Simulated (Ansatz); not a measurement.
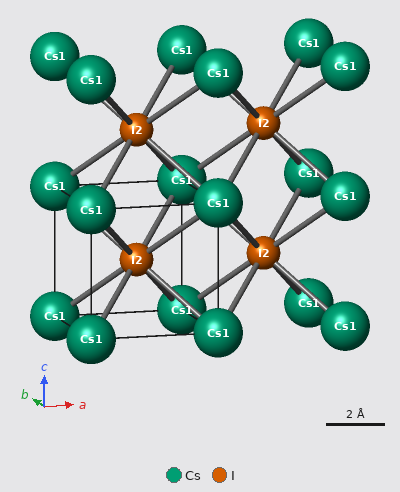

Figure 1. The structure as given in the input (ball-and-stick view of the cell of the calculation, repeated 2 × 1 × 2, seen slightly off an axis; atoms are numbered from 1 in the order of the input). Near neighbours in the crystal (not all of them lie inside the picture): Cs has 8 I at 3.95 Å; I has 8 Cs at 3.95 Å.

# Geometry relaxation of CsI (part 1 of 2)

CsI (Pm-3m, 2 atoms in the cell), computed with DFT PBE, scalar-relativistic, plane waves, PAW, no spin polarisation (Ansatz 0.2.0).

The structure derives from an entry of the Crystallography Open Database. Figures and captions count atoms from 1; the log counts them from 0 in places.

Input file:
```yaml
crystal:
  lattice:
    - [4.5667, 0.0, 0.0]
    - [0.0, 4.5667, 0.0]
    - [0.0, 0.0, 4.5667]
  atoms:
    - { symbol: Cs, position: [0.0, 0.0, 0.0] }
    - { symbol: I, position: [0.5, 0.5, 0.5] }
basis:
  ecutwfc: 420
kpoints:
  mp_grid: { grid: [6, 6, 6] }
hamiltonian:
  xc: pbe
scf:
  occupations: { method: gaussian, width: 0.02 }
output:
  forces: true
  stress: true
  eigenvalues: true
  write_density: true
  write_potential: true
  elf: true
  volumetric_format: npy
relax:
  adjacent_minimum: "off"
  f_tol: 0.005
  max_steps: 80
  cell: { stress_tol: 0.05 }
```

Launch command:
```bash
ansatz run input.yaml --threads 2 --pin off --max-ram 5120MiB --backend cpu --events-out ev --progress --plain --runs-dir out
```

The program's output:
```
Engine: ansatz 0.2.0, aarch64-unknown-linux-gnu
Pseudopotentials: kind: paw
Pseudopotential: Cs, paw, valence charge 9, recommended cutoff 420 eV (normal), Cs.paw.azcp
Pseudopotential: I, paw, valence charge 17, recommended cutoff 420 eV (normal), I.paw.azcp
Functional definition: PBE
  parameter kappa = 0.804
  parameter beta = 0.06672455060314922
  exchange = pbe_x(kappa = kappa, mu = beta*pi^2/3)
  correlation = pbe_c(beta = beta)
Crystal: 2 atoms, lattice volume = 95.237 Å³
Basis set: ecut = 420 eV, 1863 PW (Γ), exchange–correlation on 64×64×64 points (8 copies of the dense FFT grid, shifted against one another)
Bands: 17, of which v1, the nominal top of the filled ones, is band 13 counted from 1 (12 counted from 0)
Symmetry: 48 space group operations
Space group: Pm-3m (ITA 221), of the structure as read, at distance tolerance 4.6e-5 Å
k-points: 20 of 216
Non-local potential: Cs, projectors of the file, l = 0: 3, l = 1: 2, l = 2: 2, l = 3: 2
Non-local potential: I, projectors of the file, l = 0: 2, l = 1: 2, l = 2: 2, l = 3: 2
PAW form: soft (Blöchl's): semilocal exchange-correlation on the pseudo side does not see the compensation charge
PAW one-centre angular grid: Cs, 194 points (default); XC on 64 Gauss nodes
PAW one-centre angular grid: I, 590 points (default); XC on 64 Gauss nodes
Initial density: superposition of atomic densities (neutral atoms: chi_scale 0, normalization atom), corrected by the library's trained network
Initial wavefunctions: pseudopotential atomic-orbital guess
Functional: x = pbe(κ = 0.804, μ = 0.2195149727645171), c = pbe(β = 0.06672455060314922)
SCF iter   1: F=—  HF=-13186.738345 eV  |F-HF|=—  |Δ(HF+E_count)|=         —  Δρ=3.74e-4  dr2=1.08e-4  ethr=1.77e-3  ⟨swp⟩=9.2  Hψ=2043  notcnv=0
preconditioner: auto → Resta (q_TF=auto, 2.197 Å⁻¹)  ε∞=2.7  [insulator: Δε(μ)=3.900 eV  Ē_g=10.861 eV  σ=0.020 eV  W_gap=1.00  n_scr=18 (ndim 8)  ℏωp=14.2 eV  f_vac=0.025  D(μ)=0.00/eV (n_scr^D=0)  ε∞_Penn≈2.7]
SCF iter   2: F=—  HF=-13186.738864 eV  |F-HF|=—  |Δ(HF+E_count)|=   5.19e-4  Δρ=2.33e-4  dr2=4.19e-5  ethr=4.14e-7  ⟨swp⟩=3.1  Hψ=962  notcnv=0
SCF iter   3: F=—  HF=-13186.739123 eV  |F-HF|=—  |Δ(HF+E_count)|=   2.59e-4  Δρ=6.47e-5  dr2=4.91e-6  ethr=1.61e-7  ⟨swp⟩=3.0  Hψ=676  notcnv=0
SCF iter   4: F=—  HF=-13186.739125 eV  |F-HF|=—  |Δ(HF+E_count)|=   1.39e-6  Δρ=2.93e-5  dr2=5.10e-7  ethr=1.89e-8  ⟨swp⟩=2.0  Hψ=600  notcnv=0
iter 5 did not close the SCF: its close was put off for the readings that it lacked (scf_convergence_deferred on its scf_iter line)
SCF iter   5: F=-13186.739125 eV  HF=-13186.739125 eV  |F-HF|=6.77e-8  |Δ(HF+E_count)|=   5.26e-7  Δρ=8.07e-6  dr2=6.15e-8  ethr=1.96e-9  ⟨swp⟩=2.0  Hψ=600  notcnv=0
SCF iter   6: F=-13186.739125 eV  HF=-13186.739125 eV  |F-HF|=3.17e-9  |Δ(HF+E_count)|=   2.84e-8  Δρ=2.00e-6  dr2=3.67e-9  ethr=2.37e-10  ⟨swp⟩=7.4  Hψ=2337  notcnv=0
SCF 1 converged in 6 iterations: F = -13186.739125 eV  dr2 = 3.67e-9
  greatest PAW one-centre occupation: 0.999 electrons in one spin orbital (limit 2), on the I atom at site 1 (counted from 0), in its partial waves of l = 2
relax step   1: F+E_penalty+E_count = -13186.73912532 eV  Δ(F+E_penalty+E_count) = +0.000e0 eV  max|allowed force component| = 3.826e-29 eV/Å  Δτ_max = 0.0000 Å  P = +0.754 GPa  Ω = 95.237 Å³  (6 SCF iters, dr2 threshold 1.00e-7 eV, accepted)
Crystal: 2 atoms, lattice volume = 97.279 Å³
Basis set: ecut = 420 eV, 1935 PW (Γ), exchange–correlation on 64×64×64 points (8 copies of the dense FFT grid, shifted against one another)
Initial density: handed on by an earlier stage of this run
Initial wavefunctions: those handed on with the density
iter 1 solved again at ethr=3.59e-6 eV; its pass at ethr=3.10e-3 eV (dr2=9.34e-4 eV) is discarded
SCF iter   1: F=—  HF=-13186.747255 eV  |F-HF|=—  |Δ(HF+E_count)|=         —  Δρ=5.75e-4  dr2=9.67e-4  ethr=3.59e-6  ⟨swp⟩=2.0  Hψ=2560  notcnv=0
preconditioner: auto → Resta (q_TF=auto, 2.190 Å⁻¹)  ε∞=2.7  [insulator: Δε(μ)=3.853 eV  Ē_g=10.834 eV  σ=0.020 eV  W_gap=1.00  n_scr=18 (ndim 8)  ℏωp=14.1 eV  f_vac=0.027  D(μ)=0.00/eV (n_scr^D=0)  ε∞_Penn≈2.7]
SCF iter   2: F=—  HF=-13186.746929 eV  |F-HF|=—  |Δ(HF+E_count)|=   3.26e-4  Δρ=2.32e-4  dr2=1.58e-4  ethr=3.59e-6  ⟨swp⟩=2.0  Hψ=452  notcnv=0
SCF iter   3: F=—  HF=-13186.746874 eV  |F-HF|=—  |Δ(HF+E_count)|=   5.46e-5  Δρ=7.65e-5  dr2=8.21e-6  ethr=6.06e-7  ⟨swp⟩=2.8  Hψ=501  notcnv=0
SCF iter   4: F=—  HF=-13186.746874 eV  |F-HF|=—  |Δ(HF+E_count)|=   1.01e-7  Δρ=2.78e-5  dr2=1.12e-6  ethr=3.16e-8  ⟨swp⟩=2.9  Hψ=598  notcnv=0
SCF iter   5: F=-13186.746874 eV  HF=-13186.746874 eV  |F-HF|=3.15e-8  |Δ(HF+E_count)|=   1.23e-7  Δρ=4.78e-6  dr2=1.60e-8  ethr=7.69e-10  ⟨swp⟩=10.9  Hψ=2681  notcnv=0
SCF 2 converged in 5 iterations: F = -13186.746874 eV  dr2 = 1.60e-8
relax step   2: F+E_penalty+E_count = -13186.74687420 eV  Δ(F+E_penalty+E_count) = -7.749e-3 eV  max|allowed force component| = 2.406e-29 eV/Å  Δτ_max = 0.0000 Å  P = +0.481 GPa  Ω = 97.279 Å³  energy of the carried Pulay correction = -8.347e-5 eV  (5 SCF iters, dr2 threshold 2.00e-7 eV, accepted)
Crystal: 2 atoms, lattice volume = 101.104 Å³
iter 1 solved again at ethr=1.27e-5 eV; its pass at ethr=3.10e-3 eV (dr2=3.30e-3 eV) is discarded
SCF iter   1: F=—  HF=-13186.754263 eV  |F-HF|=—  |Δ(HF+E_count)|=         —  Δρ=1.05e-3  dr2=3.43e-3  ethr=1.27e-5  ⟨swp⟩=2.1  Hψ=2551  notcnv=0
preconditioner: auto → Resta (q_TF=auto, 2.176 Å⁻¹)  ε∞=2.6  [insulator: Δε(μ)=3.763 eV  Ē_g=10.785 eV  σ=0.020 eV  W_gap=1.00  n_scr=18 (ndim 8)  ℏωp=13.8 eV  f_vac=0.034  D(μ)=0.00/eV (n_scr^D=0)  ε∞_Penn≈2.6]
SCF iter   2: F=—  HF=-13186.753100 eV  |F-HF|=—  |Δ(HF+E_count)|=   1.16e-3  Δρ=4.25e-4  dr2=5.51e-4  ethr=1.27e-5  ⟨swp⟩=2.6  Hψ=500  notcnv=0
SCF iter   3: F=—  HF=-13186.752888 eV  |F-HF|=—  |Δ(HF+E_count)|=   2.12e-4  Δρ=1.43e-4  dr2=3.03e-5  ethr=2.12e-6  ⟨swp⟩=3.0  Hψ=645  notcnv=0
SCF iter   4: F=—  HF=-13186.752886 eV  |F-HF|=—  |Δ(HF+E_count)|=   2.21e-6  Δρ=5.19e-5  dr2=4.27e-6  ethr=1.17e-7  ⟨swp⟩=2.2  Hψ=461  notcnv=0
SCF iter   5: F=-13186.752887 eV  HF=-13186.752887 eV  |F-HF|=1.06e-7  |Δ(HF+E_count)|=   8.07e-7  Δρ=8.05e-6  dr2=5.41e-8  ethr=7.69e-10  ⟨swp⟩=9.4  Hψ=2857  notcnv=0
SCF 3 converged in 5 iterations: F = -13186.752887 eV  dr2 = 5.41e-8
relax step   3: F+E_penalty+E_count = -13186.75288673 eV  Δ(F+E_penalty+E_count) = -6.013e-3 eV  max|allowed force component| = 2.104e-29 eV/Å  Δτ_max = 0.0000 Å  P = +0.052 GPa  Ω = 101.104 Å³  energy of the carried Pulay correction = -2.351e-4 eV  (5 SCF iters, dr2 threshold 2.00e-7 eV, accepted)
Crystal: 2 atoms, lattice volume = 101.587 Å³
iter 1 solved again at ethr=3.02e-7 eV; its pass at ethr=3.10e-3 eV (dr2=7.85e-5 eV) is discarded
SCF iter   1: F=—  HF=-13186.752971 eV  |F-HF|=—  |Δ(HF+E_count)|=         —  Δρ=1.32e-4  dr2=5.25e-5  ethr=3.02e-7  ⟨swp⟩=2.5  Hψ=2280  notcnv=0
preconditioner: auto → Resta (q_TF=auto, 2.174 Å⁻¹)  ε∞=2.6  [insulator: Δε(μ)=3.695 eV  Ē_g=10.760 eV  σ=0.020 eV  W_gap=1.00  n_scr=18 (ndim 8)  ℏωp=13.8 eV  f_vac=0.034  D(μ)=0.00/eV (n_scr^D=0)  ε∞_Penn≈2.6]
SCF iter   2: F=—  HF=-13186.752955 eV  |F-HF|=—  |Δ(HF+E_count)|=   1.63e-5  Δρ=5.27e-5  dr2=8.74e-6  ethr=2.02e-7  ⟨swp⟩=2.0  Hψ=392  notcnv=0
SCF iter   3: F=—  HF=-13186.752953 eV  |F-HF|=—  |Δ(HF+E_count)|=   1.76e-6  Δρ=1.80e-5  dr2=4.63e-7  ethr=3.36e-8  ⟨swp⟩=2.6  Hψ=484  notcnv=0
SCF iter   4: F=—  HF=-13186.752952 eV  |F-HF|=—  |Δ(HF+E_count)|=   1.02e-6  Δρ=5.82e-6  dr2=5.07e-8  ethr=1.78e-9  ⟨swp⟩=2.4  Hψ=555  notcnv=0
SCF iter   5: F=-13186.752952 eV  HF=-13186.752952 eV  |F-HF|=1.73e-9  |Δ(HF+E_count)|=   7.24e-9  Δρ=1.10e-6  dr2=8.76e-10  ethr=2.59e-11  ⟨swp⟩=9.9  Hψ=2358  notcnv=0
SCF 4 converged in 5 iterations: F = -13186.752952 eV  dr2 = 8.76e-10
relax step   4: F+E_penalty+E_count = -13186.75295218 eV  Δ(F+E_penalty+E_count) = -6.545e-5 eV  max|allowed force component| = 4.109e-30 eV/Å  Δτ_max = 0.0000 Å  P = +0.004 GPa  Ω = 101.587 Å³  energy of the carried Pulay correction = -2.539e-4 eV  (5 SCF iters, dr2 threshold 6.74e-9 eV, accepted)
Initial wavefunctions: pseudopotential atomic-orbital guess (no wavefunctions were taken with the density)
iter 1 solved again at ethr=3.62e-6 eV; its pass at ethr=3.10e-3 eV (dr2=9.40e-4 eV) is discarded
SCF iter   1: F=—  HF=-13186.735415 eV  |F-HF|=—  |Δ(HF+E_count)|=         —  Δρ=6.64e-4  dr2=1.81e-5  ethr=3.62e-6  ⟨swp⟩=2.7  Hψ=2790  notcnv=0
preconditioner: auto → Resta (q_TF=auto, 2.174 Å⁻¹)  ε∞=2.6  [insulator: Δε(μ)=3.700 eV  Ē_g=10.765 eV  σ=0.020 eV  W_gap=1.00  n_scr=18 (ndim 8)  ℏωp=13.8 eV  f_vac=0.034  D(μ)=0.00/eV (n_scr^D=0)  ε∞_Penn≈2.6]
SCF iter   2: F=—  HF=-13186.748361 eV  |F-HF|=—  |Δ(HF+E_count)|=   1.29e-2  Δρ=3.33e-4  dr2=2.83e-6  ethr=6.95e-8  ⟨swp⟩=2.6  Hψ=611  notcnv=0
SCF iter   3: F=—  HF=-13186.752348 eV  |F-HF|=—  |Δ(HF+E_count)|=   3.99e-3  Δρ=1.40e-4  dr2=1.19e-6  ethr=1.09e-8  ⟨swp⟩=2.0  Hψ=535  notcnv=0
SCF iter   4: F=—  HF=-13186.753169 eV  |F-HF|=—  |Δ(HF+E_count)|=   8.21e-4  Δρ=9.56e-6  dr2=4.19e-8  ethr=4.56e-9  ⟨swp⟩=2.0  Hψ=487  notcnv=0
SCF iter   5: F=—  HF=-13186.753172 eV  |F-HF|=—  |Δ(HF+E_count)|=   2.88e-6  Δρ=1.61e-6  dr2=3.29e-9  ethr=1.61e-10  ⟨swp⟩=2.0  Hψ=600  notcnv=0
SCF iter   6: F=—  HF=-13186.753172 eV  |F-HF|=—  |Δ(HF+E_count)|=   9.70e-9  Δρ=2.72e-7  dr2=1.57e-10  ethr=1.26e-11  ⟨swp⟩=2.0  Hψ=473  notcnv=0
SCF iter   7: F=-13186.753172 eV  HF=-13186.753172 eV  |F-HF|=1.09e-11  |Δ(HF+E_count)|=  2.71e-10  Δρ=7.35e-8  dr2=1.14e-11  ethr=1.00e-12  ⟨swp⟩=7.2  Hψ=1778  notcnv=0
SCF 5 converged in 7 iterations: F = -13186.753172 eV  dr2 = 1.14e-11
relax step   5: F+E_penalty+E_count = -13186.75317217 eV  Δ(F+E_penalty+E_count) = -2.200e-4 eV  max|allowed force component| = 2.613e-30 eV/Å  Δτ_max = 0.0000 Å  P = +0.003 GPa  Ω = 101.587 Å³  stress off target by 2.61e-3 GPa  SCF on the basis re-selected at this cell (its energy is not comparable with the rows above)  (7 SCF iters)
```

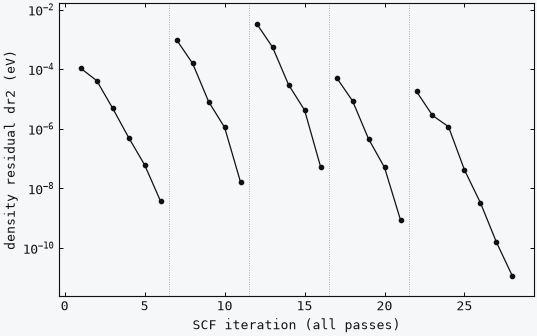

Figure 2. Convergence of the self-consistent field: density residual dr2 against the SCF iteration. The dotted lines part the SCF passes of the relaxation: geometry steps, rejected trials and re-solves on a re-selected basis. The 5 passes take 5 to 7 iterations each, 28 in all.
